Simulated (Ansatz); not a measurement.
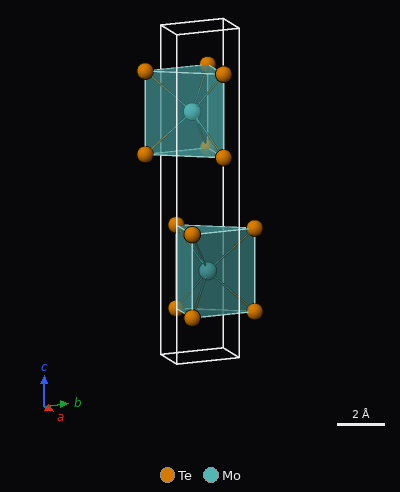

**Figure 1.** The structure (polyhedral view of the cell of the calculation, seen slightly off an axis; polyhedra are completed across the faces of the cell).

# Run report: MoTe2, Wannier-function calculation

- system: MoTe2 (P6₃/mmc, 6 atoms in the cell)
- method: maximally localised Wannier functions of PBE bands, plane waves, PAW, no spin polarisation (Ansatz 0.2.0)

The structure derives from an entry of the Crystallography Open Database. The geometry comes from this level: r2scan-rvv10. It belongs to a series of runs on one base structure; here: metal d and anion p.

The input:
```yaml
crystal:
  lattice:
    - [3.5421276613, 0.0, 0.0]
    - [-1.7710638307, 3.0675725381, 0.0]
    - [0.0, 0.0, 14.1766426936]
  atoms:
    - { symbol: Te, position: [0.3333333333, 0.6666666667, 0.6234149306] }
    - { symbol: Te, position: [0.6666666667, 0.3333333333, 0.1234149306] }
    - { symbol: Te, position: [0.3333333333, 0.6666666667, 0.8765850694] }
    - { symbol: Te, position: [0.6666666667, 0.3333333333, 0.3765850694] }
    - { symbol: Mo, position: [0.3333333333, 0.6666666667, 0.25] }
    - { symbol: Mo, position: [0.6666666667, 0.3333333333, 0.75] }
kpoints:
  mp_grid: { grid: [6, 6, 2] }
  band_path:
    path:
      - [[0.0, 0.0, 0.0], [0.5, -1.73326747584e-17, 0.0], [0.3333333333333, 0.3333333333333, 0.0], [0.0, 0.0, 0.0], [0.0, 0.0, 0.5], [0.5, -1.73326747584e-17, 0.5], [0.3333333333333, 0.3333333333333, 0.5], [0.0, 0.0, 0.5]]
      - [[0.5, -1.73326747584e-17, 0.5], [0.5, -1.73326747584e-17, 0.0]]
      - [[0.3333333333333, 0.3333333333333, 0.5], [0.3333333333333, 0.3333333333333, 0.0]]
    npoints: 10
hamiltonian:
  xc: pbe
scf:
  occupations: { method: fixed }
  n_extra_bands: 6
output:
  forces: false
  stress: false
  eigenvalues: true
  wannier:
    kmesh: [6, 6, 2]
    projections: [{ species: Mo, l: d, shell: 4 }]
    minimise: true
    write_hr: true
    conv_tol: 1.0e-08
    max_iter: 3000
```

File wannier.win:
```
! ansatz wannier90 interface
! projections by site (counted from 0) and shell: 4 4D, 5 4D
! states of the run's bands (counted from 1): combinations of 33-52
! their least projectability: 0.3564
num_bands = 10
num_wann  = 10
num_iter  = 2000
conv_tol = 1e-8
conv_window = 5
guiding_centres = true
write_hr = true

begin unit_cell_cart
Ang
       3.5421276612807384   2.8867504745242986e-11                      0.0
      -1.7710638306653692        3.067572538102247                      0.0
                      0.0                      0.0            14.1766426936
end unit_cell_cart

begin atoms_frac
Te        0.3333333333333333       0.6666666666666666             0.6234149306
Te        0.6666666666666666       0.3333333333333333             0.1234149306
Te        0.3333333333333333       0.6666666666666666             0.8765850694
Te        0.6666666666666666       0.3333333333333333             0.3765850694
Mo        0.3333333333333333       0.6666666666666666                     0.25
Mo        0.6666666666666666       0.3333333333333333                     0.75
end atoms_frac

mp_grid = 6 6 2
```

Machine: 4 threads of Arm Neoverse V2, 24 GiB of memory available, shared host.

Command:
```bash
ansatz run input.yaml --threads 4 --pin off --max-ram 5529MiB --backend cpu --events-out ev --progress --plain --runs-dir out
```

The program's output:
```
scf.n_extra_bands = 6 over 46 filled bands (N_el = 92.0): the run solves 52 bands
Engine: ansatz 0.2.0, aarch64-unknown-linux-gnu
Pseudopotentials: kind: paw
Pseudopotential: Te, paw, valence charge 16, recommended cutoff 420 eV (normal), Te.paw.azcp
Pseudopotential: Mo, paw, valence charge 14, recommended cutoff 420 eV (normal), Mo.paw.azcp
Functional definition: PBE
  parameter kappa = 0.804
  parameter beta = 0.06672455060314922
  exchange = pbe_x(kappa = kappa, mu = beta*pi^2/3)
  correlation = pbe_c(beta = beta)
Crystal: 6 atoms, lattice volume = 154.040 Å³
Basis set: ecut = 420 eV, 2981 PW (Γ)
Bands: 52, of which v1, the nominal top of the filled ones, is band 46 counted from 1 (45 counted from 0)
Symmetry: 24 space group operations
Space group: P63/mmc (ITA 194), of the structure as read, at distance tolerance 5.4e-5 Å
k-points: 14 of 72
Non-local potential: Te, projectors of the file, l = 0: 2, l = 1: 2, l = 2: 2, l = 3: 2
Non-local potential: Mo, projectors of the file, l = 0: 3, l = 1: 2, l = 2: 2, l = 3: 1
PAW form: soft (Blöchl's): semilocal exchange-correlation on the pseudo side does not see the compensation charge
PAW one-centre angular grid: Te, 590 points (default); XC on 64 Gauss nodes
PAW one-centre angular grid: Mo, 590 points (default); XC on 64 Gauss nodes
Initial density: superposition of atomic densities (neutral atoms: chi_scale 0, normalization atom), corrected by the library's trained network
Initial wavefunctions: pseudopotential atomic-orbital guess
Functional: x = pbe(κ = 0.804, μ = 0.2195149727645171), c = pbe(β = 0.06672455060314922)
SCF iter   1: F=—  HF=-37833.423398 eV  |F-HF|=—  |Δ(HF+E_count)|=         —  Δρ=4.13e-3  dr2=7.63e-3  ethr=1.77e-3  ⟨swp⟩=5.2  Hψ=2322  notcnv=0  defer=39
preconditioner: auto → Resta (q_TF=auto, 2.504 Å⁻¹)  ε∞=8.9  [insulator: Δε(μ)=0.888 eV  Ē_g=6.367 eV  n_scr=52 (ndim 8)  ℏωp=18.0 eV  f_vac=0.026  ε∞_Penn≈8.9]
SCF iter   2: F=—  HF=-37833.431757 eV  |F-HF|=—  |Δ(HF+E_count)|=   8.36e-3  Δρ=2.43e-3  dr2=2.77e-3  ethr=8.29e-6  ⟨swp⟩=2.4  Hψ=1157  notcnv=0  defer=56
SCF iter   3: F=—  HF=-37833.436090 eV  |F-HF|=—  |Δ(HF+E_count)|=   4.33e-3  Δρ=2.49e-4  dr2=2.22e-4  ethr=3.01e-6  ⟨swp⟩=2.0  Hψ=988  notcnv=0  defer=54
SCF iter   4: F=—  HF=-37833.436110 eV  |F-HF|=—  |Δ(HF+E_count)|=   2.00e-5  Δρ=1.34e-4  dr2=3.95e-5  ethr=2.42e-7  ⟨swp⟩=2.0  Hψ=895  notcnv=0  defer=51
SCF iter   5: F=—  HF=-37833.436122 eV  |F-HF|=—  |Δ(HF+E_count)|=   1.19e-5  Δρ=5.77e-5  dr2=6.01e-6  ethr=4.30e-8  ⟨swp⟩=2.0  Hψ=889  notcnv=0  defer=32
SCF iter   6: F=—  HF=-37833.436134 eV  |F-HF|=—  |Δ(HF+E_count)|=   1.25e-5  Δρ=1.84e-5  dr2=7.27e-7  ethr=6.53e-9  ⟨swp⟩=2.0  Hψ=948  notcnv=0  defer=33
SCF iter   7: F=-37833.436135 eV  HF=-37833.436135 eV  |F-HF|=4.35e-8  |Δ(HF+E_count)|=   1.36e-6  Δρ=5.76e-6  dr2=7.46e-8  ethr=1.09e-10  ⟨swp⟩=7.6  Hψ=2640  notcnv=0
SCF 1 converged in 7 iterations: F = -37833.436135 eV  dr2 = 7.46e-8
  greatest PAW one-centre occupation: 0.998 electrons in one spin orbital (limit 2), on the Mo atom at site 5 (counted from 0), in its partial waves of l = 0
```

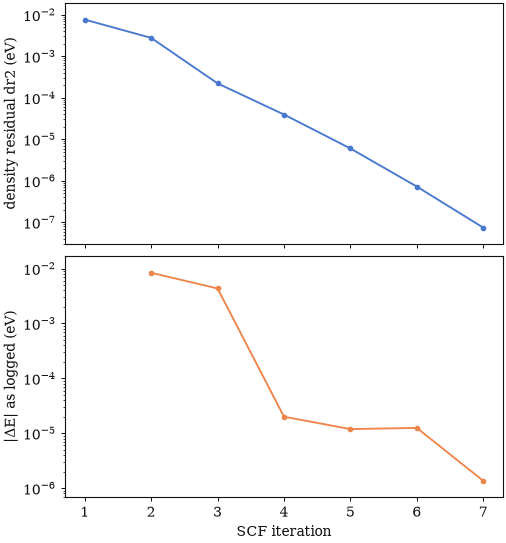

**Figure 2.** Convergence of the self-consistent field: density residual dr2 and size of the energy change against the SCF iteration. The residual falls at every step.

```
NSCF: frozen V_eff on 93 k-points
NSCF: frozen V_eff on 18 k-points
the Wannier pass solved 18 of the 72 points of its mesh, and has the states at the others by symmetry: states obtained by the crystal's operations at points that were solved too leave a residual of 3.94e-13 eV (read by the count's bands and the next), within 8.33e-6 eV
NSCF: frozen V_eff on 18 k-points
the Wannier pass solved 18 of the 72 points of its mesh, and has the states at the others by symmetry: states obtained by the crystal's operations at points that were solved too leave a residual of 5.25e-13 eV (read by the count's bands and the next), within 8.33e-6 eV
SCF converged after 7 iterations
Free energy (F): -37833.436135 eV
Harris-Foulkes:  -37833.436135 eV  (|F-HF|=4.35e-8)
Internal energy: -37833.436135 eV  (E = F + TS)
E sigma→0 (E₀):  -37833.436135 eV
Fermi energy:    11.981326 eV
--- Per-component energies (eV) ---
  E_band       = -1186.623762
  E_kinetic    = 1608.321658
  E_local      = -7744.305298  (includes V_loc(G=0)·N_el)
  E_nonlocal   = -952.653701
  E_hartree    = 4294.428579
  E_xc         = -865.412281
  E_vxc        = -876.443944  (∫ρ·V_xc dr)
  E_paw        = -25053.927018  (= ΣΔE_a)
  E_vpaw       = -1810.401675  (= ΣTr[D̂ρ^β])
  E_aug_tail   = -0.000580  (compensation charges beyond the density's cutoff)
  E_ewald      = -9119.887494
  E_smearing   = -0.000000  (= −TS)
  E_closure    = 0.000000  (closes the sum)
  Σ components = -37833.436135   (vs F -37833.436135, Δ=0.00e0)
--- Band table (eV; the first three rows and the last of 14) ---
  k-point 0: bands = ["-48.8327", "-48.8327", "-24.6958", "-24.6958", "-24.6955", "-24.6955", "-24.6840", "-24.6840", "-24.6839", "-24.6839", "-24.6303", "-24.6303", "-24.6293", "-24.6293", "-24.6193", "-24.6193", "-24.6184", "-24.6184", "-24.6081", "-24.6070", "-24.5987", "-24.5976", "-22.9862", "-22.9862", "-22.8531", "-22.8531", "-22.8531", "-22.8531", "-0.9289", "-0.6714", "-0.0440", "0.3663", "6.2537", "7.3887", "9.0674", "10.1365", "10.1365", "10.1492", "10.1492", "10.9175", "10.9175", "10.9462", "10.9462", "11.0296", "11.5772", "11.9813", "14.8506", "14.8506", "14.9565", "14.9565", "15.0903", "15.0903"]
  k-point 1: bands = ["-48.8327", "-48.8327", "-24.6956", "-24.6956", "-24.6956", "-24.6956", "-24.6839", "-24.6839", "-24.6839", "-24.6839", "-24.6299", "-24.6299", "-24.6299", "-24.6299", "-24.6189", "-24.6189", "-24.6189", "-24.6189", "-24.6076", "-24.6076", "-24.5981", "-24.5981", "-22.9862", "-22.9862", "-22.8531", "-22.8531", "-22.8531", "-22.8531", "-0.8246", "-0.8246", "0.1831", "0.1831", "6.7029", "6.7029", "10.0438", "10.0438", "10.1428", "10.1428", "10.1428", "10.1428", "10.9319", "10.9319", "10.9319", "10.9319", "11.8848", "11.8848", "14.8847", "14.8847", "14.8847", "14.8847", "15.2118", "15.2118"]
  k-point 2: bands = ["-48.8307", "-48.8307", "-24.6930", "-24.6928", "-24.6902", "-24.6900", "-24.6883", "-24.6881", "-24.6792", "-24.6790", "-24.6324", "-24.6314", "-24.6312", "-24.6305", "-24.6258", "-24.6250", "-24.6199", "-24.6189", "-24.6058", "-24.6051", "-24.5959", "-24.5950", "-22.9694", "-22.9694", "-22.8864", "-22.8864", "-22.8592", "-22.8591", "-0.5548", "-0.3034", "0.2281", "0.6068", "6.6592", "7.7627", "8.8315", "9.3289", "9.3923", "9.8941", "10.4267", "10.4599", "10.4665", "10.5146", "10.7681", "11.0710", "11.5620", "11.6762", "13.7692", "14.0200", "14.0786", "14.2792", "14.3729", "14.6442"]
  k-point 13: bands = ["-48.8233", "-48.8233", "-24.6996", "-24.6996", "-24.6786", "-24.6786", "-24.6729", "-24.6729", "-24.6724", "-24.6724", "-24.6489", "-24.6489", "-24.6368", "-24.6368", "-24.6243", "-24.6243", "-24.6242", "-24.6242", "-24.6010", "-24.6010", "-24.5864", "-24.5864", "-22.9625", "-22.9625", "-22.9198", "-22.9198", "-22.9119", "-22.9119", "1.4656", "1.4656", "1.6997", "1.6997", "7.2871", "7.2871", "7.4268", "7.4268", "8.0249", "8.0249", "8.4858", "8.4858", "9.2306", "9.2306", "10.0571", "10.0571", "11.7939", "11.7939", "12.9129", "12.9129", "13.6735", "13.6735", "14.3388", "14.3388"]
Wannier search: line search 1 of at most 3000: gauge-dependent spread (as the search counts it) 2.0109976 Å², largest recent change 2.1e-1 Å² and fall left 2.5e-4 Å² against conv_tol 1.0e-8 Å², 0 stops escaped
WARN: [file] a band of the set crosses the run's gap, since the projections lie in filled bands at some points and in empty ones at others. For the bands on one side, type output.wannier.disentanglement.window
```

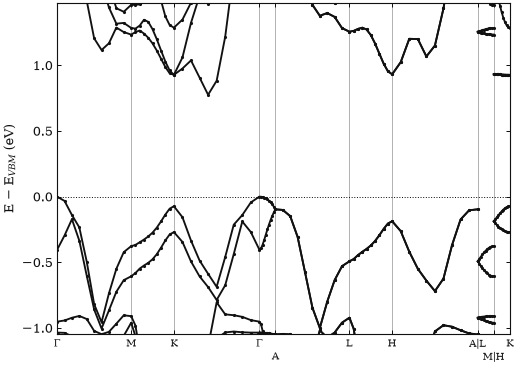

**Figure 3.** Band structure along Γ–M–K–Γ–A–L–H–A|L–M|H–K, with energies from the valence-band top. There is a gap of 0.78 eV on this path, indirect, from Γ to between K and Γ.

Summary:

| quantity | value |
| --- | --- |
| outcome | converged |
| space group (tolerance 0.01 Å) | P6₃/mmc (194) |
| electrons treated | 92 |
| free energy | −37833.4361 eV |
| total spread of the Wannier functions | 45.029 Å² |
| Fermi energy | 11.981 eV |
| gap on the k-point mesh | 0.88 eV |
| wall time | 14 s (CPU time 54 s) |
| peak memory | 0.65 GiB |

Notes:

Spin-orbit coupling is left out, which matters for Te.
